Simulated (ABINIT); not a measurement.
# Geometry relaxation of Ge (part 4 of 4)

Ge (P6₃/mmc, 4 atoms in the cell); Kohn-Sham DFT of a periodic cell, PBEsol, PseudoDojo NC SR PBEsol v0.4.1 standard, no spin polarisation (ABINIT 10.8.3); cutoff 1061.24 eV, 6×6×3 k-mesh, fermi-dirac of 0.05 eV. The structure derives from a Materials Project entry.

Geometry of the input (Å; fractional positions):
```
3.9976  0.0000  0.0000
-1.9988  3.4620  0.0000
0.0000  0.0000  6.5994
Ge 0.3333  0.6667  0.9371
Ge 0.6667  0.3333  0.4371
Ge 0.3333  0.6667  0.5629
Ge 0.6667  0.3333  0.0629
```

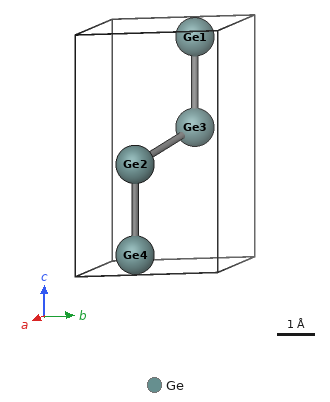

The geometry at step 4 of the log (ball-and-stick view of the cell of the calculation, seen slightly off an axis; atoms are numbered from 1 in the order of the input).

**Output, continued**
```
 Cartesian coordinates (xcart) [bohr]
 -1.00181336708703E-10  4.36941541977513E+00  1.16695657537267E+01
  3.78402475308776E+00  2.18470770988756E+00  5.44380169090525E+00
 -1.00181336708703E-10  4.36941541977513E+00  7.00772643473764E+00
  3.78402475308776E+00  2.18470770988756E+00  7.81962371916192E-01
 Reduced coordinates (xred)
  3.33333333333333E-01  6.66666666666667E-01  9.37199485555046E-01
  6.66666666666667E-01  3.33333333333333E-01  4.37199485555045E-01
  3.33333333333333E-01  6.66666666666667E-01  5.62800514444954E-01
  6.66666666666667E-01  3.33333333333333E-01  6.28005144449543E-02
 Cartesian forces (fcart) [Ha/bohr]; max,rms= 2.27908E-05 1.31583E-05 (free atoms)
  1.13853175867163E-27 -4.27265551266440E-27 -2.27908085130905E-05
 -1.13853175867163E-27  3.28665808665890E-27 -2.27908085130904E-05
  1.42316469833954E-28 -2.21849420850911E-27  2.27908085130904E-05
 -1.42316469833954E-28  3.20449163451461E-27  2.27908085130905E-05
 Gradient of E wrt nuclear positions in reduced coordinates (gred)
 -8.61646471409404E-27  3.23117426778526E-26  2.83780393206887E-04
  8.61646471409404E-27 -2.58493941422821E-26  2.83780393206887E-04
 -1.07705808926175E-27  1.50788132496646E-26 -2.83780393206887E-04
  1.07705808926176E-27 -2.15411617852351E-26 -2.83780393206887E-04
 Scale of Primitive Cell (acell) [bohr]
  7.56804950627571E+00  7.56804950646313E+00  1.24515281256429E+01
 Real space primitive translations (rprimd) [bohr]
  7.56804950627571E+00  0.00000000000000E+00  0.00000000000000E+00
 -3.78402475328813E+00  6.55412312966269E+00  0.00000000000000E+00
  0.00000000000000E+00  0.00000000000000E+00  1.24515281256429E+01
 Unitary Cell Volume (ucvol) [Bohr^3]=  6.17619805506745E+02
 Angles (23,13,12)= [degrees]
  9.00000000000000E+01  9.00000000000000E+01  1.20000000000494E+02
 Lengths [Bohr]
  7.56804950627571E+00  7.56804950646313E+00  1.24515281256429E+01
 Stress tensor in cartesian coordinates (strten) [Ha/bohr^3]
 -3.61448061446390E-08  4.15594948834021E-13  0.00000000000000E+00
  4.15594948834021E-13 -3.61455232689156E-08  0.00000000000000E+00
  0.00000000000000E+00  0.00000000000000E+00  3.50808808020214E-07
 Total energy (etotal) [Ha]= -3.56802543442741E+02

 Difference of energy with previous step (new-old):
           Absolute (Ha)=-2.80050E-08
           Relative     =-7.84888E-11

--- Iteration: ( 9/50) Internal Cycle: (1/1)
--------------------------------------------------------------------------------

---SELF-CONSISTENT-FIELD CONVERGENCE--------------------------------------------

--- !BeginCycle
iteration_state: {dtset: 1, itime: 9, icycle: 1, }
solver: {iscf: 7, nstep: 80, nline: 4, wfoptalg: 0, }
tolerances: {tolvrs: 1.00E-12, }
...

     iter   Etot(hartree)      deltaE(h)  residm     vres2
 ETOT  1  -356.80254325826    -3.568E+02 5.418E-06 2.215E-03
 ETOT  2  -356.80254343675    -1.785E-07 1.179E-07 9.968E-05
 ETOT  3  -356.80254344806    -1.131E-08 8.390E-09 2.283E-05
 ETOT  4  -356.80254345012    -2.063E-09 3.271E-09 2.227E-06
 ETOT  5  -356.80254345031    -1.896E-10 6.333E-09 9.752E-08
 ETOT  6  -356.80254345031     2.899E-12 2.514E-09 4.078E-09
 ETOT  7  -356.80254345031    -2.274E-13 5.089E-09 1.101E-10
 ETOT  8  -356.80254345032    -1.074E-11 1.957E-09 1.559E-12
 ETOT  9  -356.80254345032     3.411E-13 4.082E-09 4.319E-14

 At SCF step    9       vres2   =  4.32E-14 < tolvrs=  1.00E-12 =>converged.

 Cartesian components of stress tensor (hartree/bohr^3)
  sigma(1 1)= -3.77187554E-08  sigma(3 2)=  0.00000000E+00
  sigma(2 2)= -3.77194726E-08  sigma(3 1)=  0.00000000E+00
  sigma(3 3)=  4.00046353E-08  sigma(2 1)=  4.15636140E-13

--- !ResultsGS
iteration_state: {dtset: 1, itime: 9, icycle: 1, }
comment   : Summary of ground state results
lattice_vectors:
- [  7.5680267,   0.0000000,   0.0000000, ]
- [ -3.7840134,   6.5541034,   0.0000000, ]
- [  0.0000000,   0.0000000,  12.4509833, ]
lattice_lengths: [   7.56803,    7.56803,   12.45098, ]
lattice_angles: [ 90.000,  90.000, 120.000, ] # degrees, (23, 13, 12)
lattice_volume:   6.1758906E+02
convergence: {deltae:  3.411E-13, res2:  4.319E-14, residm:  4.082E-09, diffor: null, }
etotal    :  -3.56802543E+02
entropy   :   0.00000000E+00
fermie    :   1.42776530E-01
cartesian_stress_tensor: # hartree/bohr^3
- [ -3.77187554E-08,   4.15636140E-13,   0.00000000E+00, ]
- [  4.15636140E-13,  -3.77194726E-08,   0.00000000E+00, ]
- [  0.00000000E+00,   0.00000000E+00,   4.00046353E-08, ]
pressure_GPa:   3.4750E-04
xred      :
- [  3.3333E-01,   6.6667E-01,   9.3720E-01, Ge]
- [  6.6667E-01,   3.3333E-01,   4.3720E-01, Ge]
- [  3.3333E-01,   6.6667E-01,   5.6280E-01, Ge]
- [  6.6667E-01,   3.3333E-01,   6.2804E-02, Ge]
cartesian_forces: # hartree/bohr
- [ -1.69001317E-27,   1.90010493E-27,  -6.64877684E-06, ]
- [  5.15898758E-28,  -2.82448030E-27,  -6.64877684E-06, ]
- [  8.00532555E-28,   1.28385468E-27,   6.64877684E-06, ]
- [  3.73581859E-28,  -3.59479311E-28,   6.64877684E-06, ]
force_length_stats: {min:   6.64877684E-06, max:   6.64877684E-06, mean:   6.64877684E-06, }
...

 Integrated electronic density in atomic spheres:
 ------------------------------------------------
 Atom  Sphere_radius  Integrated_density
    1        2.00000         11.56367352
    2        2.00000         11.56367352
    3        2.00000         11.56367352
    4        2.00000         11.56367352

---OUTPUT-----------------------------------------------------------------------

 Cartesian coordinates (xcart) [bohr]
 -1.00181632767754E-10  4.36940225510043E+00  1.16690176738770E+01
  3.78401335214504E+00  2.18470112755022E+00  5.44352603041063E+00
 -1.00181632767754E-10  4.36940225510043E+00  7.00745725652218E+00
  3.78401335214504E+00  2.18470112755022E+00  7.81965613055772E-01
 Reduced coordinates (xred)
  3.33333333333333E-01  6.66666666666667E-01  9.37196477174904E-01
  6.66666666666667E-01  3.33333333333333E-01  4.37196477174904E-01
  3.33333333333333E-01  6.66666666666667E-01  5.62803522825096E-01
  6.66666666666667E-01  3.33333333333333E-01  6.28035228250958E-02
 Cartesian forces (fcart) [Ha/bohr]; max,rms= 6.64878E-06 3.83867E-06 (free atoms)
 -1.69001317114324E-27  1.90010493117955E-27 -6.64877683847416E-06
  5.15898757506884E-28 -2.82448030315051E-27 -6.64877683847416E-06
  8.00532554752062E-28  1.28385468327396E-27  6.64877683847416E-06
  3.73581858884295E-28 -3.59479311303005E-28  6.64877683847416E-06
 Gradient of E wrt nuclear positions in reduced coordinates (gred)
  1.27900648099833E-26 -1.88485165620807E-26  8.27838092943878E-05
 -3.90433557357386E-27  2.04641036959733E-26  8.27838092943878E-05
 -6.05845175209737E-27 -5.38529044630877E-27 -8.27838092943878E-05
 -2.82727748431211E-27  3.76970331241614E-27 -8.27838092943878E-05
 Scale of Primitive Cell (acell) [bohr]
  7.56802670439027E+00  7.56802670457769E+00  1.24509832869328E+01
 Real space primitive translations (rprimd) [bohr]
  7.56802670439027E+00  0.00000000000000E+00  0.00000000000000E+00
 -3.78401335234541E+00  6.55410338265065E+00  0.00000000000000E+00
  0.00000000000000E+00  0.00000000000000E+00  1.24509832869328E+01
 Unitary Cell Volume (ucvol) [Bohr^3]=  6.17589058953331E+02
 Angles (23,13,12)= [degrees]
  9.00000000000000E+01  9.00000000000000E+01  1.20000000000494E+02
 Lengths [Bohr]
  7.56802670439027E+00  7.56802670457769E+00  1.24509832869328E+01
 Stress tensor in cartesian coordinates (strten) [Ha/bohr^3]
 -3.77187553655955E-08  4.15636140392605E-13  0.00000000000000E+00
  4.15636140392605E-13 -3.77194725662000E-08  0.00000000000000E+00
  0.00000000000000E+00  0.00000000000000E+00  4.00046352849737E-08
 Total energy (etotal) [Ha]= -3.56802543450319E+02

 Difference of energy with previous step (new-old):
           Absolute (Ha)=-7.57854E-09
           Relative     =-2.12401E-11

 At Broyd/MD step   9, gradients are converged :
  max grad (force/stress) = 6.6488E-06 < tolmxf= 2.0000E-05 ha/bohr (free atoms)

================================================================================

 ----iterations are completed or convergence reached----

 Mean square residual over all n,k,spin=   86.120E-13; max=  40.823E-10
 reduced coordinates (array xred) for    4 atoms
       0.333333333333      0.666666666667      0.937196477175
       0.666666666667      0.333333333333      0.437196477175
       0.333333333333      0.666666666667      0.562803522825
       0.666666666667      0.333333333333      0.062803522825
 rms dE/dt=  4.7795E-05; max dE/dt=  8.2784E-05; dE/dt below (all hartree)
    1       0.000000000000     -0.000000000000      0.000082783809
    2      -0.000000000000      0.000000000000      0.000082783809
    3      -0.000000000000     -0.000000000000     -0.000082783809
    4      -0.000000000000      0.000000000000     -0.000082783809

 cartesian coordinates (angstrom) at end:
    1     -0.00000000005301     2.31218809709871     6.17497822245089
    2      2.00241363034937     1.15609404854936     2.88058992029635
    3     -0.00000000005301     2.31218809709871     3.70818668401272
    4      2.00241363034937     1.15609404854936     0.41379838185818

 cartesian forces (hartree/bohr) at end:
    1     -0.00000000000000     0.00000000000000    -0.00000664877684
    2      0.00000000000000    -0.00000000000000    -0.00000664877684
    3      0.00000000000000     0.00000000000000     0.00000664877684
    4      0.00000000000000    -0.00000000000000     0.00000664877684
 frms,max,avg= 3.8386731E-06 6.6487768E-06   0.000E+00  0.000E+00  0.000E+00 h/b

 cartesian forces (eV/Angstrom) at end:
    1     -0.00000000000000     0.00000000000000    -0.00034189385145
    2      0.00000000000000    -0.00000000000000    -0.00034189385145
    3      0.00000000000000     0.00000000000000     0.00034189385145
    4      0.00000000000000    -0.00000000000000     0.00034189385145
 frms,max,avg= 1.9739251E-04 3.4189385E-04   0.000E+00  0.000E+00  0.000E+00 e/A
 length scales=  7.568026704390  7.568026704578 12.450983286933 bohr
              =  4.004827260752  4.004827260851  6.588776604309 angstroms
 Fermi (or HOMO) energy (hartree) =   0.14278   Average Vxc (hartree)=  -0.37431
 Eigenvalues (hartree) for nkpt=  14  k points:
 kpt#   1, nband= 34, wtk=  0.00926, kpt=  0.0000  0.0000  0.0000 (reduced coord)
  -0.77320   -0.77320   -0.77191   -0.77179   -0.77179   -0.77139   -0.77091   -0.77091
  -0.76898   -0.76898   -0.76453   -0.76453   -0.76396   -0.76334   -0.76330   -0.76330
  -0.76263   -0.76263   -0.76155   -0.76155   -0.32697   -0.25129   -0.13765    0.08765
   0.08765    0.13595    0.13720    0.14050    0.14692    0.14692    0.22439    0.22439
   0.24386    0.30898
      occupation numbers for kpt#   1
   2.00000    2.00000    2.00000    2.00000    2.00000    2.00000    2.00000    2.00000
   2.00000    2.00000    2.00000    2.00000    2.00000    2.00000    2.00000    2.00000
   2.00000    2.00000    2.00000    2.00000    2.00000    2.00000    2.00000    2.00000
   2.00000    1.95257    1.90817    1.55111    0.18951    0.18951    0.00000    0.00000
   0.00000    0.00000
 prteigrs : prtvol=0 or 1, do not print more k-points.

--- !EnergyTerms
iteration_state     : {dtset: 1, itime: 9, icycle: 1, }
comment             : Components of total free energy in Hartree
kinetic             :  2.67948916451550E+02
hartree             :  1.11300029410897E+02
xc                  : -8.63743958489712E+01
Ewald energy        : -1.96534313188979E+02
psp_core            :  1.11956695592877E+01
local_psp           : -2.75675640157731E+02
non_local_psp       : -1.88662739665634E+02
internal            : -3.56802473439581E+02
'-kT*entropy'       : -7.00107383156062E-05
total_energy        : -3.56802543450319E+02
total_energy_eV     : -9.70909182337505E+03
band_energy         : -3.17409153805357E+01
...

 rms coord change=  5.6423E-05   atom, delta coord (reduced):
     1        0.000000000000      0.000000000000      0.000097727175
     2        0.000000000000      0.000000000000      0.000097727175
     3        0.000000000000      0.000000000000     -0.000097727175
     4        0.000000000000      0.000000000000     -0.000097727175

 Cartesian components of stress tensor (hartree/bohr^3)
  sigma(1 1)= -3.77187554E-08  sigma(3 2)=  0.00000000E+00
  sigma(2 2)= -3.77194726E-08  sigma(3 1)=  0.00000000E+00
  sigma(3 3)=  4.00046353E-08  sigma(2 1)=  4.15636140E-13

-Cartesian components of stress tensor (GPa)         [Pressure=  3.4750E-04 GPa]
- sigma(1 1)= -1.10972410E-03  sigma(3 2)=  0.00000000E+00
- sigma(2 2)= -1.10974520E-03  sigma(3 1)=  0.00000000E+00
- sigma(3 3)=  1.17697701E-03  sigma(2 1)=  1.22284374E-08

== END DATASET(S) ==============================================================
================================================================================

 -outvars: echo values of variables after computation  --------
            acell      7.5680267044E+00  7.5680267046E+00  1.2450983287E+01 Bohr
           etotal     -3.5680254345E+02
            fcart     -1.6900131711E-27  1.9001049312E-27 -6.6487768385E-06
                       5.1589875751E-28 -2.8244803032E-27 -6.6487768385E-06
                       8.0053255475E-28  1.2838546833E-27  6.6487768385E-06
                       3.7358185888E-28 -3.5947931130E-28  6.6487768385E-06
            rprim      1.0000000000E+00  0.0000000000E+00  0.0000000000E+00
                      -5.0000000001E-01  8.6602540378E-01  0.0000000000E+00
                       0.0000000000E+00  0.0000000000E+00  1.0000000000E+00
           strten     -3.7718755366E-08 -3.7719472566E-08  4.0004635285E-08
                       0.0000000000E+00  0.0000000000E+00  4.1563614039E-13
           xangst     -5.3013836976E-11  2.3121880971E+00  6.1749782225E+00
                       2.0024136303E+00  1.1560940485E+00  2.8805899203E+00
                      -5.3013836976E-11  2.3121880971E+00  3.7081866840E+00
                       2.0024136303E+00  1.1560940485E+00  4.1379838186E-01
             xred      3.3333333333E-01  6.6666666667E-01  9.3719647717E-01
                       6.6666666667E-01  3.3333333333E-01  4.3719647717E-01
                       3.3333333333E-01  6.6666666667E-01  5.6280352283E-01
                       6.6666666667E-01  3.3333333333E-01  6.2803522825E-02
 Calculation completed.
```

**Trajectory as extended XYZ (Å, eV, eV/Å), 9 frames, from step=0 to step=8**
```
4
Lattice="3.9976 0.0000 0.0000 -1.9988 3.4620 0.0000 0.0000 0.0000 6.5994" Properties=species:S:1:pos:R:3:forces:R:3 step=0 energy=-9709.09143
Ge    0.0000    2.3080    6.1843    0.0000   0.0000  -0.0206
Ge    1.9988    1.1540    2.8846    0.0000   0.0000  -0.0206
Ge    0.0000    2.3080    3.7148    0.0000   0.0000   0.0206
Ge    1.9988    1.1540    0.4151    0.0000   0.0000   0.0206
4
Lattice="3.9988 0.0000 0.0000 -1.9994 3.4631 0.0000 0.0000 0.0000 6.5979" Properties=species:S:1:pos:R:3:forces:R:3 step=1 energy=-9709.09157
Ge    0.0000    2.3087    6.1826    0.0000   0.0000  -0.0106
Ge    1.9994    1.1544    2.8837    0.0000   0.0000  -0.0106
Ge    0.0000    2.3087    3.7142    0.0000   0.0000   0.0106
Ge    1.9994    1.1544    0.4152    0.0000   0.0000   0.0106
4
Lattice="4.0030 0.0000 0.0000 -2.0015 3.4667 0.0000 0.0000 0.0000 6.5930" Properties=species:S:1:pos:R:3:forces:R:3 step=2 energy=-9709.09176
Ge    0.0000    2.3111    6.1776    0.0000   0.0000   0.0176
Ge    2.0015    1.1556    2.8811    0.0000   0.0000   0.0176
Ge    0.0000    2.3111    3.7119    0.0000   0.0000  -0.0176
Ge    2.0015    1.1556    0.4154    0.0000   0.0000  -0.0176
4
Lattice="4.0035 0.0000 0.0000 -2.0017 3.4671 0.0000 0.0000 0.0000 6.5925" Properties=species:S:1:pos:R:3:forces:R:3 step=3 energy=-9709.09178
Ge    0.0000    2.3114    6.1773    0.0000   0.0000   0.0162
Ge    2.0017    1.1557    2.8810    0.0000   0.0000   0.0162
Ge    0.0000    2.3114    3.7114    0.0000   0.0000  -0.0162
Ge    2.0017    1.1557    0.4152    0.0000   0.0000  -0.0162
4
Lattice="4.0051 0.0000 0.0000 -2.0026 3.4685 0.0000 0.0000 0.0000 6.5905" Properties=species:S:1:pos:R:3:forces:R:3 step=4 energy=-9709.09182
Ge    0.0000    2.3124    6.1763    0.0000   0.0000   0.0026
Ge    2.0026    1.1562    2.8811    0.0000   0.0000   0.0026
Ge    0.0000    2.3124    3.7094    0.0000   0.0000  -0.0026
Ge    2.0026    1.1562    0.4141    0.0000   0.0000  -0.0026
4
Lattice="4.0051 0.0000 0.0000 -2.0025 3.4685 0.0000 0.0000 0.0000 6.5902" Properties=species:S:1:pos:R:3:forces:R:3 step=5 energy=-9709.09182
Ge    0.0000    2.3123    6.1762    0.0000   0.0000   0.0004
Ge    2.0025    1.1562    2.8811    0.0000   0.0000   0.0004
Ge    0.0000    2.3123    3.7091    0.0000   0.0000  -0.0004
Ge    2.0025    1.1562    0.4140    0.0000   0.0000  -0.0004
4
Lattice="4.0049 0.0000 0.0000 -2.0025 3.4684 0.0000 0.0000 0.0000 6.5896" Properties=species:S:1:pos:R:3:forces:R:3 step=6 energy=-9709.09182
Ge    0.0000    2.3122    6.1758    0.0000   0.0000  -0.0013
Ge    2.0025    1.1561    2.8810    0.0000   0.0000  -0.0013
Ge    0.0000    2.3122    3.7087    0.0000   0.0000   0.0013
Ge    2.0025    1.1561    0.4139    0.0000   0.0000   0.0013
4
Lattice="4.0048 0.0000 0.0000 -2.0024 3.4683 0.0000 0.0000 0.0000 6.5891" Properties=species:S:1:pos:R:3:forces:R:3 step=7 energy=-9709.09182
Ge    0.0000    2.3122    6.1753    0.0000   0.0000  -0.0012
Ge    2.0024    1.1561    2.8807    0.0000   0.0000  -0.0012
Ge    0.0000    2.3122    3.7083    0.0000   0.0000   0.0012
Ge    2.0024    1.1561    0.4138    0.0000   0.0000   0.0012
4
Lattice="4.0048 0.0000 0.0000 -2.0024 3.4683 0.0000 0.0000 0.0000 6.5888" Properties=species:S:1:pos:R:3:forces:R:3 step=8 energy=-9709.09182
Ge    0.0000    2.3122    6.1750    0.0000   0.0000  -0.0003
Ge    2.0024    1.1561    2.8806    0.0000   0.0000  -0.0003
Ge    0.0000    2.3122    3.7082    0.0000   0.0000   0.0003
Ge    2.0024    1.1561    0.4138    0.0000   0.0000   0.0003
```

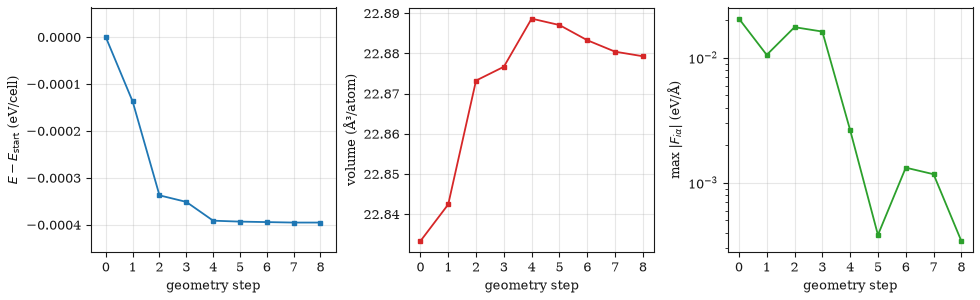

Progress of the relaxation, step by step (steps are counted from 0). The energy falls by 0.4 meV per cell of the calculation in 8 geometry steps. The largest force component goes from 0.021 to 0.00034 eV/Å. No atom moves by more than 0.005 Å relative to the cell. 

**Summary**

```csv
quantity,value
outcome,converged
space group (tolerance 0.01 Å),P6₃/mmc (194)
electrons treated,56
free energy,−9709.0918 eV
Fermi energy,3.885 eV
gap on the k-point mesh,0.17 eV
pressure,0.00 GPa
final volume,91.52 Å³
largest force (length of the vector) at the end,under 0.001 eV/Å
final cell,"a = 4.005 Å, b = 4.005 Å, c = 6.589 Å, α = 90.00°, β = 90.00°, γ = 120.00°"
wall time,6.4 min (CPU time 26 min)
peak memory,0.52 GiB
```
